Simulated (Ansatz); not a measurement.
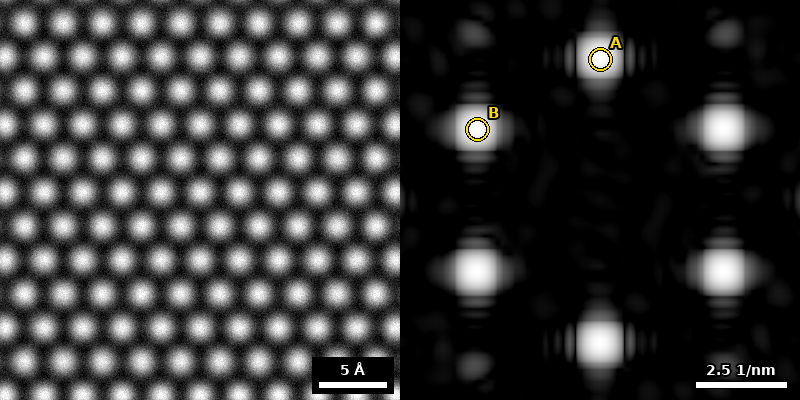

Phase-contrast TEM-like image of a crystal. Simulated in the weak-phase-object approximation with neutral-atom potentials: 300 kV, Cs = 0.60 mm, defocus −412 Å (negative is underfocus), defocus spread 20 Å, aperture 0.58 1/Å. Shot noise was added.

The right panel is the modulus of the image's Fourier transform on a logarithmic scale.

Question: Which lattice spacings do the marked spots stand for, and what angle do A and B enclose?

Answer: A: 2.5 Å, B: 2.5 Å; A and B enclose about 60°.

The crystal is Ga (P6_3/mmc, No. 194) along [001]; the spots are (-1 1 0) and (-1 0 0). Structure: coordinates from a relaxation with DFT, LDA (PW92), plane waves (420 eV) with PAW, scalar-relativistic (Ansatz); the starting structure was generated, so it need not be a known form of this composition.
